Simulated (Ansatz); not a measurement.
# Geometry relaxation, with input and output: BeH$_{2}$ (part 3 of 3)

BeH$_{2}$ (P1, 6 atoms in the cell); DFT, PBEsol, plane waves, PAW, no spin polarisation (Ansatz 0.2.0); cutoff 420 eV, 8×8×8 k-mesh, Fermi–Dirac smearing of 0.05 eV. The structure was built on a prototype by a generator.

Geometry of the input (Å; fractional positions):
```
-0.0208  1.9645  1.9376
3.8962  -0.0670  3.9007
1.9489  1.9780  -0.0343
Be 0.0271  -0.0049  0.0029
H  0.2460  0.1277  0.2519
H  0.7425  0.3835  0.7415
Be -0.0151  0.4980  0.0280
H  0.2421  0.6196  0.2569
H  0.7349  0.8784  0.7570
```

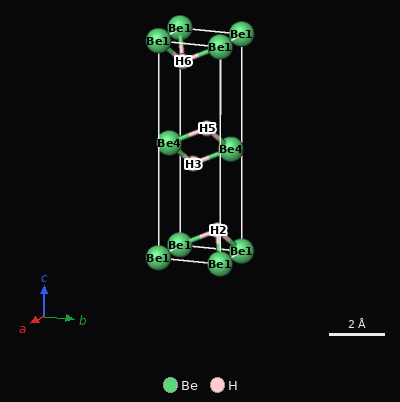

Fig. 1: The geometry at step 21 of the log (ball-and-stick view of the reduced cell, seen slightly off an axis; atoms are numbered from 1 in the order of the input).

Trajectory as extended XYZ, continued
```
6
Lattice="-0.1926 1.6333 1.5896 4.5921 -1.7047 4.5339 1.6375 1.6572 -0.2171" Properties=species:S:1:pos:R:3:forces:R:3 step=11 energy=-242.35989 pressure_GPa=3.39
Be    0.0236   -0.0468    0.0080   -0.0227   0.2563  -0.0517
H     0.9955    0.6673    0.9222    0.0108   0.0199   0.1558
H     2.7777    1.8127    2.6725   -0.0582  -0.1865   0.0454
Be    2.3111   -0.8595    2.2458   -0.0032   0.0656   0.0679
H     3.2408   -0.1877    3.2337    0.1314   0.0800  -0.0916
H     5.0982    0.9558    4.9635   -0.0580  -0.2353  -0.1258
6
Lattice="-0.1318 1.6599 1.5657 4.7353 -1.7903 4.6953 1.5952 1.6759 -0.1478" Properties=species:S:1:pos:R:3:forces:R:3 step=12 energy=-242.62103 pressure_GPa=3.52
Be    0.0179   -0.0315    0.0023   -0.0226   0.1744  -0.0598
H     1.0093    0.6568    0.9583    0.0308   0.0608   0.1181
H     2.8510    1.8126    2.7818   -0.0384  -0.1943   0.0061
Be    2.3837   -0.8941    2.3326   -0.0708   0.0783   0.0239
H     3.3416   -0.2237    3.3261    0.1691   0.0782   0.0049
H     5.2357    0.8984    5.1424   -0.0681  -0.1974  -0.0932
6
Lattice="-0.0776 1.6755 1.5502 4.8872 -1.8788 4.8639 1.5610 1.6823 -0.0840" Properties=species:S:1:pos:R:3:forces:R:3 step=13 energy=-242.76465 pressure_GPa=4.62
Be    0.0051   -0.0055   -0.0123    0.0542   0.0166   0.0295
H     1.0195    0.6581    0.9881    0.0153   0.0477   0.0504
H     2.9355    1.7753    2.9006   -0.0389  -0.0968  -0.0424
Be    2.4639   -0.9389    2.4283   -0.0680   0.0697   0.0036
H     3.4561   -0.2737    3.4378    0.1030   0.0361   0.0235
H     5.3768    0.8256    5.3222   -0.0656  -0.0731  -0.0647
6
Lattice="-0.0489 1.6564 1.5760 5.0646 -1.9521 5.0506 1.5793 1.6606 -0.0528" Properties=species:S:1:pos:R:3:forces:R:3 step=14 energy=-242.81766 pressure_GPa=2.51
Be    0.0067    0.0004   -0.0093    0.0284   0.0180   0.0169
H     1.0408    0.6330    1.0183   -0.0266   0.0180  -0.0166
H     3.0469    1.7196    3.0230    0.0232  -0.0445   0.0102
Be    2.5494   -0.9779    2.5200   -0.0287   0.0347   0.0124
H     3.5738   -0.3460    3.5526   -0.0035   0.0190  -0.0350
H     5.5773    0.7463    5.5416    0.0073  -0.0453   0.0121
6
Lattice="-0.0199 1.6476 1.6068 5.2310 -2.0005 5.2220 1.6051 1.6496 -0.0217" Properties=species:S:1:pos:R:3:forces:R:3 step=15 energy=-242.83636 pressure_GPa=0.34
Be    0.0141    0.0026   -0.0074    0.0011   0.0022   0.0023
H     1.0607    0.6045    1.0385   -0.0414   0.0419  -0.0443
H     3.1643    1.7002    3.1495    0.0422  -0.0452   0.0421
Be    2.6255   -0.9967    2.6092    0.0010   0.0027   0.0018
H     3.6727   -0.3949    3.6549   -0.0428   0.0427  -0.0452
H     5.7840    0.6989    5.7550    0.0399  -0.0444   0.0434
6
Lattice="-0.0113 1.6412 1.6201 5.3150 -2.0412 5.3084 1.6179 1.6439 -0.0140" Properties=species:S:1:pos:R:3:forces:R:3 step=16 energy=-242.83885 pressure_GPa=0.20
Be    0.0135    0.0030   -0.0066    0.0001   0.0012   0.0010
H     1.0576    0.6029    1.0349    0.0165  -0.0216   0.0192
H     3.2312    1.6689    3.2170   -0.0178   0.0207  -0.0194
Be    2.6684   -1.0169    2.6521    0.0006   0.0011   0.0005
H     3.7125   -0.4170    3.6934    0.0171  -0.0214   0.0179
H     5.8909    0.6477    5.8671   -0.0166   0.0201  -0.0192
6
Lattice="-0.0099 1.6406 1.6220 5.3049 -2.0251 5.2989 1.6197 1.6434 -0.0126" Properties=species:S:1:pos:R:3:forces:R:3 step=17 energy=-242.83944 pressure_GPa=0.00
Be    0.0132    0.0032   -0.0056   -0.0001   0.0000   0.0001
H     1.0598    0.5991    1.0385   -0.0001   0.0000   0.0001
H     3.2271    1.6794    3.2118    0.0002   0.0000  -0.0001
Be    2.6638   -1.0087    2.6466    0.0001   0.0000  -0.0002
H     3.7105   -0.4129    3.6906   -0.0002   0.0001  -0.0002
H     5.8812    0.6662    5.8587    0.0002   0.0000   0.0002
6
Lattice="-0.0099 1.6406 1.6220 5.3049 -2.0251 5.2989 1.6197 1.6434 -0.0126" Properties=species:S:1:pos:R:3:forces:R:3 step=18 energy=-243.03991 pressure_GPa=2.04
Be    0.0132    0.0032   -0.0056   -0.0001   0.0000   0.0001
H     1.0598    0.5991    1.0385   -0.0098   0.0094  -0.0095
H     3.2271    1.6794    3.2118    0.0098  -0.0094   0.0095
Be    2.6638   -1.0087    2.6466    0.0001   0.0000  -0.0002
H     3.7105   -0.4129    3.6906   -0.0098   0.0095  -0.0098
H     5.8812    0.6662    5.8587    0.0098  -0.0094   0.0098
6
Lattice="-0.0060 1.6379 1.6259 5.4482 -2.1485 5.4412 1.6234 1.6405 -0.0086" Properties=species:S:1:pos:R:3:forces:R:3 step=19 energy=-243.07252 pressure_GPa=1.25
Be    0.0163    0.0012   -0.0035   -0.0059   0.0025  -0.0037
H     1.0651    0.5912    1.0433   -0.0029   0.0052  -0.0028
H     3.3011    1.6197    3.2859    0.0033  -0.0047   0.0054
Be    2.7324   -1.0681    2.7165    0.0049  -0.0034  -0.0010
H     3.7827   -0.4782    3.7626   -0.0035   0.0036   0.0000
H     6.0316    0.5406    6.0080    0.0041  -0.0032   0.0021
6
Lattice="-0.0055 1.6378 1.6268 5.5835 -2.2770 5.5758 1.6242 1.6404 -0.0081" Properties=species:S:1:pos:R:3:forces:R:3 step=20 energy=-243.09038 pressure_GPa=0.68
Be    0.0137    0.0038   -0.0064   -0.0027  -0.0004  -0.0006
H     1.0638    0.5925    1.0418    0.0020   0.0000   0.0016
H     3.3715    1.5537    3.3562   -0.0020   0.0006   0.0004
Be    2.8029   -1.1351    2.7867    0.0024  -0.0009  -0.0031
H     3.8543   -0.5464    3.8340   -0.0011   0.0010   0.0018
H     6.1645    0.4156    6.1399    0.0014  -0.0004  -0.0001
6
Lattice="-0.0059 1.6394 1.6277 5.7172 -2.4057 5.7086 1.6250 1.6420 -0.0086" Properties=species:S:1:pos:R:3:forces:R:3 step=21 energy=-243.09765 pressure_GPa=0.20
Be    0.0155    0.0018   -0.0045   -0.0022   0.0009  -0.0013
H     1.0663    0.5920    1.0442    0.0042  -0.0034   0.0036
H     3.4364    1.4932    3.4210   -0.0045   0.0040  -0.0032
Be    2.8679   -1.1977    2.8508    0.0030  -0.0023   0.0005
H     3.9195   -0.6076    3.8992    0.0029  -0.0031   0.0039
H     6.3005    0.2870    6.2746   -0.0033   0.0037  -0.0035
6
Lattice="-0.0067 1.6395 1.6261 5.8002 -2.4898 5.7900 1.6237 1.6419 -0.0092" Properties=species:S:1:pos:R:3:forces:R:3 step=22 energy=-243.09852 pressure_GPa=-0.00
Be    0.0140    0.0029   -0.0055    0.0002  -0.0004   0.0004
H     1.0660    0.5922    1.0442   -0.0038   0.0039  -0.0033
H     3.4761    1.4510    3.4596    0.0039  -0.0041   0.0037
Be    2.9111   -1.2411    2.8925   -0.0005   0.0006  -0.0010
H     3.9631   -0.6518    3.9420   -0.0032   0.0033  -0.0026
H     6.3792    0.2052    6.3518    0.0035  -0.0034   0.0029
6
Lattice="-0.0071 1.6400 1.6260 5.8190 -2.5091 5.8086 1.6235 1.6424 -0.0095" Properties=species:S:1:pos:R:3:forces:R:3 step=23 energy=-243.09836 pressure_GPa=0.01
Be    0.0151    0.0017   -0.0042   -0.0004   0.0005  -0.0002
H     1.0662    0.5923    1.0449    0.0011  -0.0009   0.0006
H     3.4846    1.4423    3.4679   -0.0011   0.0008  -0.0006
Be    2.9194   -1.2496    2.9004    0.0004  -0.0002   0.0003
H     3.9706   -0.6591    3.9495    0.0016  -0.0015   0.0011
H     6.3992    0.1845    6.3720   -0.0016   0.0013  -0.0012
6
Lattice="-0.0072 1.6401 1.6258 5.8251 -2.5153 5.8143 1.6235 1.6424 -0.0096" Properties=species:S:1:pos:R:3:forces:R:3 step=24 energy=-243.09821 pressure_GPa=0.01
Be    0.0068    0.0095   -0.0120    0.0017  -0.0015   0.0018
H     1.0580    0.6002    1.0370    0.0025  -0.0027   0.0027
H     3.4958    1.4314    3.4783   -0.0026   0.0026  -0.0029
Be    2.9307   -1.2605    2.9111   -0.0015   0.0017  -0.0015
H     3.9819   -0.6698    3.9600    0.0000  -0.0003   0.0002
H     6.3970    0.1861    6.3696   -0.0001   0.0002  -0.0003
6
Lattice="-0.0072 1.6401 1.6258 5.8251 -2.5153 5.8143 1.6235 1.6424 -0.0096" Properties=species:S:1:pos:R:3:forces:R:3 step=25 energy=-243.10945 pressure_GPa=0.22
Be    0.0068    0.0095   -0.0120    0.0017  -0.0015   0.0018
H     1.0580    0.6002    1.0370    0.0027  -0.0029   0.0028
H     3.4958    1.4314    3.4783   -0.0028   0.0028  -0.0030
Be    2.9307   -1.2605    2.9111   -0.0015   0.0017  -0.0015
H     3.9819   -0.6698    3.9600    0.0001  -0.0004   0.0003
H     6.3970    0.1861    6.3696   -0.0002   0.0003  -0.0004
6
Lattice="-0.0065 1.6405 1.6275 5.8820 -2.5649 5.8701 1.6253 1.6426 -0.0086" Properties=species:S:1:pos:R:3:forces:R:3 step=26 energy=-243.10959 pressure_GPa=0.03
Be    0.0124    0.0042   -0.0062    0.0002  -0.0001   0.0003
H     1.0643    0.5943    1.0437   -0.0003   0.0006  -0.0006
H     3.5206    1.4130    3.5021    0.0003  -0.0007   0.0006
Be    2.9537   -1.2800    2.9332   -0.0002   0.0003  -0.0003
H     4.0055   -0.6899    3.9832   -0.0007   0.0010  -0.0010
H     6.4613    0.1323    6.4328    0.0007  -0.0011   0.0010
6
Lattice="-0.0064 1.6402 1.6276 5.9074 -2.5883 5.8945 1.6256 1.6422 -0.0084" Properties=species:S:1:pos:R:3:forces:R:3 step=27 energy=-243.10942 pressure_GPa=0.07
Be    0.0134    0.0032   -0.0050    0.0000   0.0000   0.0001
H     1.0649    0.5936    1.0444    0.0023  -0.0041   0.0037
H     3.5331    1.4013    3.5140   -0.0022   0.0042  -0.0038
Be    2.9653   -1.2907    2.9443    0.0000   0.0000   0.0000
H     4.0169   -0.7003    3.9937    0.0022  -0.0042   0.0038
H     6.4885    0.1068    6.4592   -0.0024   0.0041  -0.0038
6
Lattice="-0.0062 1.6401 1.6278 5.9228 -2.6028 5.9103 1.6255 1.6420 -0.0080" Properties=species:S:1:pos:R:3:forces:R:3 step=28 energy=-243.10928 pressure_GPa=0.02
Be    0.0134    0.0031   -0.0048   -0.0001   0.0001  -0.0001
H     1.0651    0.5926    1.0454    0.0007   0.0005  -0.0003
H     3.5407    1.3947    3.5216   -0.0006  -0.0004   0.0003
Be    2.9731   -1.2979    2.9520    0.0001  -0.0001   0.0000
H     4.0249   -0.7084    4.0021    0.0007   0.0005  -0.0002
H     6.5037    0.0929    6.4751   -0.0007  -0.0004   0.0003
6
Lattice="-0.0062 1.6401 1.6278 5.9228 -2.6028 5.9103 1.6255 1.6420 -0.0080" Properties=species:S:1:pos:R:3:forces:R:3 step=29 energy=-243.11051 pressure_GPa=0.03
Be    0.0134    0.0031   -0.0048   -0.0001   0.0000   0.0000
H     1.0651    0.5926    1.0454    0.0006   0.0005  -0.0003
H     3.5407    1.3947    3.5216   -0.0006  -0.0005   0.0003
Be    2.9731   -1.2979    2.9520    0.0001  -0.0001   0.0000
H     4.0249   -0.7084    4.0021    0.0006   0.0005  -0.0003
H     6.5037    0.0929    6.4751   -0.0006  -0.0005   0.0004
6
Lattice="-0.0061 1.6399 1.6279 5.9332 -2.6116 5.9197 1.6261 1.6419 -0.0080" Properties=species:S:1:pos:R:3:forces:R:3 step=30 energy=-243.11040 pressure_GPa=0.00
Be    0.0132    0.0032   -0.0047    0.0000   0.0000   0.0000
H     1.0653    0.5926    1.0454   -0.0010  -0.0005   0.0003
H     3.5464    1.3899    3.5263    0.0010   0.0005  -0.0002
Be    2.9785   -1.3024    2.9566    0.0000   0.0000  -0.0001
H     4.0306   -0.7129    4.0066   -0.0009  -0.0004   0.0003
H     6.5144    0.0838    6.4848    0.0010   0.0005  -0.0002
6
Lattice="-0.0061 1.6399 1.6279 5.9332 -2.6116 5.9197 1.6261 1.6419 -0.0080" Properties=species:S:1:pos:R:3:forces:R:3 step=31 energy=-243.11053 pressure_GPa=0.00
Be    0.0132    0.0032   -0.0047    0.0000   0.0000   0.0000
H     1.0653    0.5926    1.0454   -0.0010  -0.0004   0.0003
H     3.5464    1.3899    3.5263    0.0010   0.0005  -0.0002
Be    2.9785   -1.3024    2.9566    0.0000   0.0000  -0.0001
H     4.0306   -0.7129    4.0066   -0.0009  -0.0004   0.0003
H     6.5144    0.0838    6.4848    0.0010   0.0005  -0.0002
```

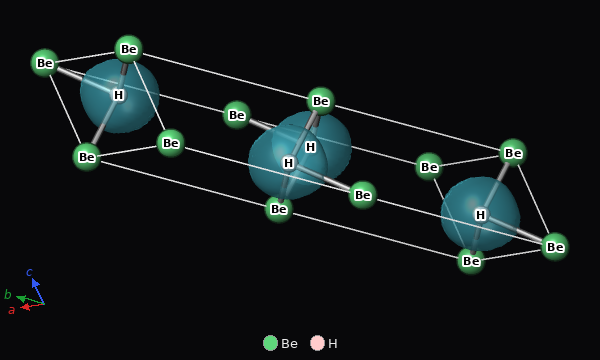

Fig. 2: Isosurface of the electron localisation function at 0.8 (cyan), seen at an oblique angle. Only the valence region is drawn (cores and ρ < 0.01 e/Å³ removed). Sticks mark near contacts. The outline is the calculation cell. The ELF exceeds this value in four regions around hydrogen nuclei, counted in one cell of 6 atoms.  Values along the shortest contacts: Be–H (1.60 Å): the ELF climbs to about 1 towards the hydrogen, as it does in any bond to H. Core electrons are frozen (PAW), so the fields are smoothed inside the atomic spheres.

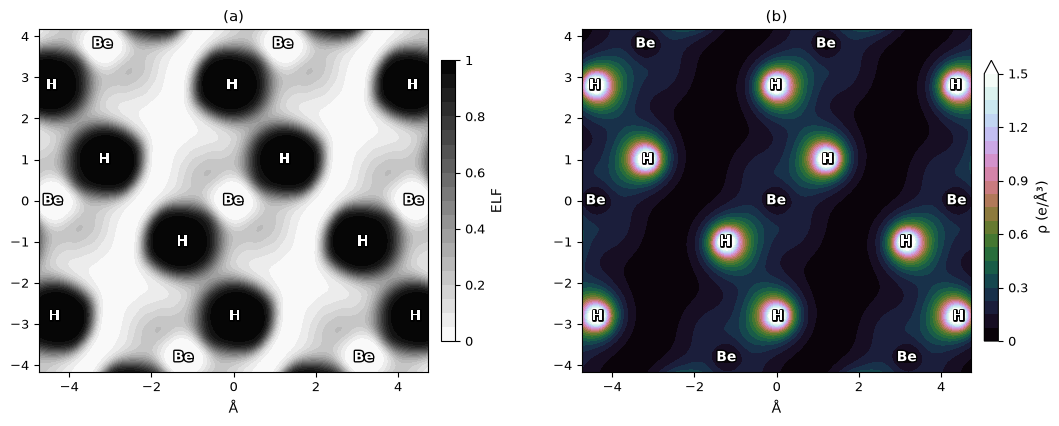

Fig. 3: (a) electron localisation function; (b) valence electron density on the (101̄) plane of the calculation cell. The plane passes through Be and H nuclei. Be–H (1.60 Å): ρ is about 0.36 e/Å³ halfway; the ELF climbs to about 1 towards the hydrogen. Away from the nuclei the density in this plane falls to 0.02 e/Å³ at its lowest.
